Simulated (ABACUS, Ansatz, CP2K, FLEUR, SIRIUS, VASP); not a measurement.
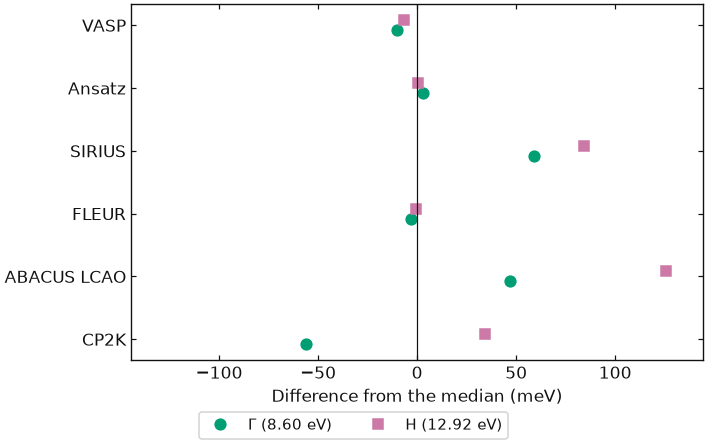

Direct gap at each named k point, for wurtzite BN, space group P6_3mc, 4 atoms in the cell, volume scaled by a factor 0.94; a = 2.502 Å, c = 4.141 Å (hexagonal axes). Six programs ran PBE (no spin polarisation, no spin-orbit coupling) on the same cell and 12×12×6 k mesh. The plot shows each result less the median of the plane-wave and all-electron runs, which the legend gives. The cell is at 26 GPa in Ansatz. The smallest gap over all k points computed is less than these values: 5.11 eV in Ansatz, from the valence top at Γ to the conduction bottom at K.

> How well do the programs agree?

The plane-wave and all-electron programs (Ansatz, SIRIUS, FLEUR and VASP) agree within 92 meV at these points. ABACUS LCAO departs by up to +125 meV (at H) and CP2K departs by up to −56 meV (at Γ).

| program | kind | valence electrons | Γ (eV) | H (eV) |
| --- | --- | --- | --- | --- |
| CP2K | local basis | 16 | 8.542 | 12.958 |
| ABACUS LCAO | local basis | 16 | 8.645 | 13.049 |
| FLEUR | all-electron | – | 8.595 | 12.923 |
| SIRIUS | plane waves | 16 | 8.657 | 13.008 |
| Ansatz | plane waves | 16 | 8.601 | 12.924 |
| VASP | plane waves | 16 | 8.588 | 12.917 |

Settings. POTENTIAL_UZH N GTH-PBE-q5, B GTH-PBE-q3; TZVP-MOLOPT-PBE-GTH basis, Fermi-Dirac smearing of 0.05 eV (CP2K 2026.2). PseudoDojo NC SR 0.4.1 PBE standard, DZP LCAO (the cutoffs set its grid) basis, Fermi-Dirac smearing of 0.05 eV (ABACUS 3.10.1). all-electron, Fermi-Dirac smearing of 0.05 eV (FLEUR MaX-R8.1 (later development tree)). PseudoDojo 0.4.1 PBE standard (scalar relativistic), 1152 eV cutoff, Fermi-Dirac smearing of 0.05 eV (SIRIUS 7.10.0). Ansatz PAW, 420 eV cutoff, Fermi-Dirac smearing of 0.05 eV (Ansatz 0.2.0). VASP PAW PBE potentials, release 64 (N, B), 520 eV cutoff, Fermi-Dirac smearing of 0.05 eV (VASP 6.6.1).

LDA, GGA and most meta-GGA functionals understate gaps. The usual form of BN is layered hexagonal. ABACUS LCAO and CP2K: the basis of atomic orbitals isn't converged, which shifts gaps and empty levels. ABACUS LCAO: the atomic orbitals were generated for these runs and aren't a published set.
